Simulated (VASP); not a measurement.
# How number of MPI ranks and plane-wave cutoff change a VASP run on SiO2 (Stishovite), part 3 of 3

Aim: find what the number of MPI ranks and plane-wave cutoff change for SiO2 (Stishovite), and what they cost. The series runs use PBEsol. The start is a cell from a database of measured crystal structures.

VASP 6.6.1; PBEsol; plane waves and PAW (Si, O).

So far. Step 13 (Plane-wave cutoff: ENCUT = 640): Against the run before the energy moves by -3.39 meV an atom and the pressure by -0.48 GPa, after 12 cycles in 3.8 s.

**14. Plane-wave cutoff: ENCUT = 800**

File INCAR:

```
SYSTEM = SiO2
PREC = Accurate
ENCUT = 800
EDIFF = 1E-06
NELM = 100
ISMEAR = -1
SIGMA = 0.05
LREAL = .FALSE.
ALGO = Normal
GGA = PS
NBANDS = 22
LORBIT = 11
LWAVE = .FALSE.
LCHARG = .FALSE.
KPAR = 8
ISIF = 2
```

File POSCAR:

```
SiO2
1.0
    4.1773000000      0.0000000000      0.0000000000
    0.0000000000      4.1773000000      0.0000000000
    0.0000000000      0.0000000000      2.6652000000
Si O
2 4
Direct
    0.0000000000      0.0000000000      0.0000000000
    0.5000000000      0.5000000000      0.5000000000
    0.3059000000      0.3059000000      0.0000000000
    0.1941000000      0.8059000000      0.5000000000
    0.6941000000      0.6941000000      0.0000000000
    0.8059000000      0.1941000000      0.5000000000
```

File KPOINTS:

```
Automatic mesh
0
Gamma
5 5 7
0 0 0
```

Potentials, in the order of the species: Si and O (PBE family, release 64).

On the command line:

```sh
$ mpirun -np 8 vasp_std
```

The program printed:

```text
[... set-up lines as in an earlier step ...]
 entering main loop
       N       E                     dE             d eps       ncg     rms          rms(c)
DAV:   1     0.199866986080E+03    0.19987E+03   -0.23249E+04  1056   0.200E+03
DAV:   2    -0.439285097448E+02   -0.24380E+03   -0.23208E+03  1400   0.363E+02
DAV:   3    -0.531505349421E+02   -0.92220E+01   -0.91817E+01  1338   0.692E+01
DAV:   4    -0.532206084673E+02   -0.70074E-01   -0.70038E-01  1326   0.686E+00
[...]
DAV:  10    -0.490020313564E+02   -0.10063E-03   -0.32114E-04  1266   0.148E-01    0.363E-02
DAV:  11    -0.490020137118E+02    0.17645E-04   -0.68603E-05  1320   0.619E-02    0.751E-03
DAV:  12    -0.490020137627E+02   -0.50885E-07   -0.54045E-06  1248   0.171E-02
   1 F= -.49002014E+02 E0= -.49002014E+02  d E =-.111933E-10
```

Elapsed: 6 s, on 8 MPI ranks of Intel Xeon 6975P-C (Granite Rapids), shared host; peak memory 1.7 GiB; 42 s of CPU time.

Parts of OUTCAR (step 14):

```text
  Total        1.2105785      1.2105785      1.8928863      0.0000000      0.0000000      0.0000000
  in kB       41.7044498     41.7044498     65.2099662      0.0000000      0.0000000      0.0000000
  external PRESSURE =      49.5396220 kB  Pullay stress =       0.0000000 kB

 POSITION                                       TOTAL-FORCE (eV/Angst)
 -----------------------------------------------------------------------------------
      0.00000      0.00000      0.00000         0.000000      0.000000      0.000000
      2.08865      2.08865      1.33260         0.000000      0.000000      0.000000
      1.27784      1.27784      0.00000        -0.060316     -0.060316      0.000000
      0.81081      3.36649      1.33260         0.060316     -0.060316      0.000000
      2.89946      2.89946      0.00000         0.060316      0.060316      0.000000
      3.36649      0.81081      1.33260        -0.060316      0.060316      0.000000
 -----------------------------------------------------------------------------------
    total drift:                               -0.000000      0.000000     -0.000000

  FREE ENERGIE OF THE ION-ELECTRON SYSTEM (eV)
  ---------------------------------------------------
  free  energy   TOTEN  =       -49.0020137627 eV

  energy  without entropy=      -49.0020137627  energy(sigma->0) =      -49.00201376

[... 1 part as in an earlier step ...]

[... 2 further parts left out ...]
[key lines of the parts left out:]
E-fermi :   9.2332
```

Against the run before the energy moves by -2.21 meV an atom and the pressure by +0.44 GPa, after 12 cycles in 6 s.

**15. The plane-wave cutoff series as a table**

This step: convergence of PBEsol results with the cutoff; plane waves and PAW (VASP 6.6.1).

No new run; the numbers come from the runs before.

Differences are taken from the run with ENCUT = 800. Results of the series, by row:

```
    setting     status  energy less the reference (meV/atom)  pressure (GPa)  largest force difference (meV/Å)  gap (eV)  SCF cycles  wall time (s)
ENCUT = 240  converged                                -294.4          -153.7                             111.8     5.048          12            1.8
ENCUT = 300  converged                                  -133          -57.82                             51.01     5.443          12            1.6
ENCUT = 360  converged                                -14.75          -16.92                             20.99      5.56          12              2
ENCUT = 400  converged                                -3.875          -3.863                             16.84     5.571          12            2.4
ENCUT = 460  converged                                 3.419           3.805                             0.021     5.584          12            2.6
ENCUT = 520  converged                                 5.602           4.993                             0.907     5.583          12            2.8
ENCUT = 640  converged                                 2.212            4.51                             0.063     5.585          12            3.8
ENCUT = 800  converged                                     0           4.954                                 0     5.587          12              6
```

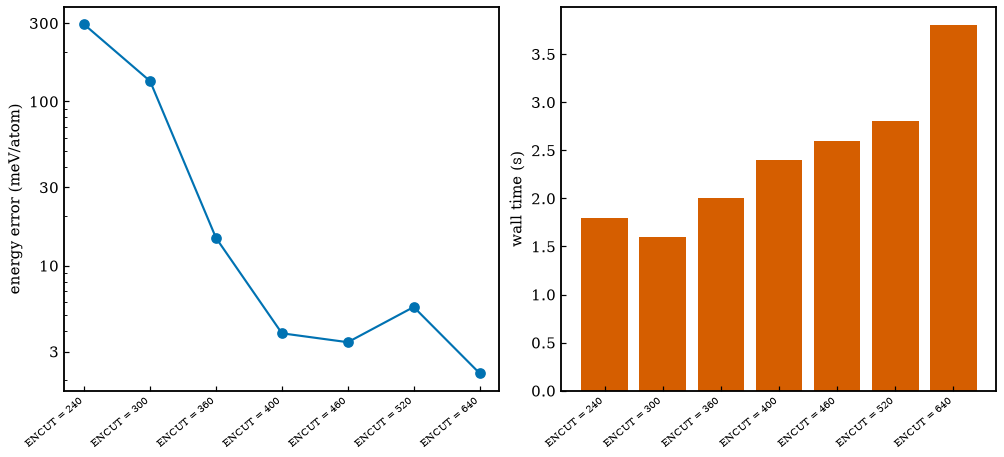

The energy error in size, against the reference run (errors under 0.01 are drawn at 0.01), and the wall time by setting.

**16. Results**

| Property | Result |
| --- | --- |
| wall time from fewest to most ranks | 7.2 s to 2.6 s |
| plane-wave cutoff from which the energy stays within 10 meV/atom of the reference | ENCUT = 400 |
| plane-wave cutoff from which the energy stays within 1 meV/atom of the reference | none before the reference itself |
| plane-wave cutoff from which the pressure stays within 0.2 GPa of the reference | none before the reference itself |
| spread of the pressure over the plane-wave cutoff | 159 GPa |
| spread of the energy over the plane-wave cutoff | 300 meV/atom |

What this shows: On 8 ranks the run uses the cores at 35 % of the efficiency of 1. No run before the reference (ENCUT = 800) settles within 1 meV an atom of it; the nearest step is off by +2.2 meV an atom, -0.44 GPa, 0.1 meV/Å in forces. The pressure doesn't settle within 0.2 GPa before the reference. These cutoffs are 0.6 to 2 times the default of the data sets, about 400 eV; at the default the run is off by -3.9 meV an atom, -8.82 GPa, 16.8 meV/Å in forces, and at 1.3 times by +5.6 meV an atom, +0.04 GPa, 0.9 meV/Å in forces. Energy differences between like cells converge faster than these totals. Differences are taken from the run with ENCUT = 800, which is itself not the exact limit. Going from 1 ranks to 8 ranks shortens the run by a factor of 2.8; on a shared host such times are rough. The runs at ENCUT = 240; ENCUT = 300; ENCUT = 360; ENCUT = 400 are over 30 meV an atom or 2 GPa off and describe the material poorly.

[Lines on the potential files, build, host, timing and source positions are cut from VASP's logs without a mark.]

[Logs are printed without paths, hosts, clocks, repeated set-up lines and the standing remarks that a program may print on its own settings, such as how far it seeks lower states.]

[Hosts, paths, dates, database ids (printed as entryN), source tags and the programs' standing remarks are cut or masked in the printed files.]

[A measured line is paired with the nearest computed mode of its activity, which favours agreement.]
